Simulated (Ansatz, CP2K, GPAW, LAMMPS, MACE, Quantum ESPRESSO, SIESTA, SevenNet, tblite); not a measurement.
# Which run comes nearest? 47In2O3-53ZnO (mol %) with crystalline order left by the classical run (65 atoms)

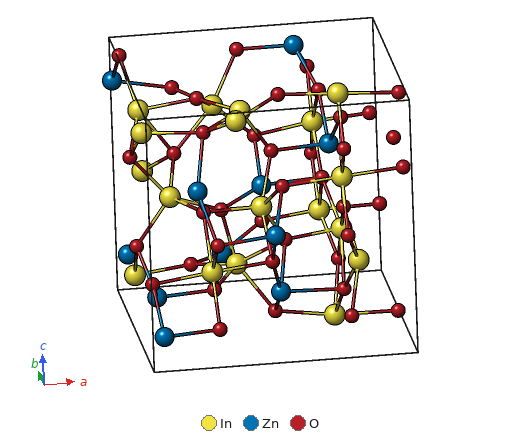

The cell (indium yellow, zinc blue, oxygen red). Bonds to atoms that aren't drawn are left out. Some periodic images of atoms are drawn too.

Density of this cell: 6.54 g/cm³. The cell holds 65 atoms: 18 In, 10 Zn and 37 O. Cell: a = 9.441 Å, b = 9.441 Å, c = 9.441 Å, α = 90.0°, β = 90.0°, γ = 90.0°. 65 atoms (18 Sc, 10 Zn, 37 O) placed at random at 4.13 g/cm³, melted at 5000 K for 10 ps at fixed volume with the Morse and Coulomb pair potential with partial charges (Pedone, Malavasi, Menziani, Cormack and Segre, J. Phys. Chem. B 110, 11780 (2006)). Quenched from 5000 K to 300 K at 1000 K/ps and fixed volume, held 10 ps at zero pressure, then minimised at fixed cell. Then Sc was replaced by In and the cell scaled by 1.027 (the potential has no terms for the new elements, so the cell is a start for a DFT relaxation).

Geometry: as built.

The reference, a calculation:

* method: Kohn-Sham DFT, PBE, SSSP efficiency 1.3.0 pseudopotentials, plane waves (Quantum ESPRESSO 7.5); sssp-pbe-1.3.0-efficiency, cutoffs 60/480 Ry, Γ point
* r.m.s. force component: 0.2806 eV/Å
* longest force: 1.044 eV/Å
* pressure: 1.538 GPa
* time: 2.8 min on 4 MPI ranks of Arm Neoverse V2, shared host
* CPU time: 11 min

Runs, in no order:
A. CP2K PBE, DZVP-MOLOPT-SR, 800/50 Ry, diagonalisation: Kohn-Sham DFT, PBE, GTH-PBE pseudopotentials, Gaussian and plane waves, DZVP-MOLOPT-SR-GTH, diagonalisation
B. SIESTA PBE, SZ, shift 0.02 Ry, mesh 500 Ry: Kohn-Sham DFT, PBE, PseudoDojo 0.4.1 norm-conserving pseudopotentials (converted to PSML), numerical atomic orbitals (SZ), diagonalisation
C. GPAW PBE, LCAO dzp, h 0.18 Å, other mixer settings: Kohn-Sham DFT, PBE, PAW, atomic orbitals (dzp)
D. SIESTA PBE, DZP, shift 0.002 Ry, mesh 500 Ry: Kohn-Sham DFT, PBE, PseudoDojo 0.4.1 norm-conserving pseudopotentials (converted to PSML), numerical atomic orbitals (DZP), diagonalisation

Q: Order them from the smallest to the largest r.m.s. force difference.

A, C, D, B.

| run | Δ force, r.m.s. (meV/Å) | share of r.m.s. force (%) | CPU time |
| --- | --- | --- | --- |
| A. CP2K PBE, DZVP-MOLOPT-SR, 800/50 Ry, diagonalisation | 42.9 | 15.3 | 7.8 min |
| C. GPAW PBE, LCAO dzp, h 0.18 Å, other mixer settings | 67.5 | 24.1 | 5.2 min |
| D. SIESTA PBE, DZP, shift 0.002 Ry, mesh 500 Ry | 95.3 | 34.0 | 17 min |
| B. SIESTA PBE, SZ, shift 0.02 Ry, mesh 500 Ry | 336 | 120 | 1.7 min |

The network of bonds at the start is that of the classical potential that made the cell, and needn't be the one that DFT or experiment would give. The electronic-structure runs sample only Γ, in a cell whose shortest periodic width is 9 Å.

[Hosts, paths, dates, database ids (printed as entryN), source tags and the programs' standing remarks are cut or masked in the printed files.]
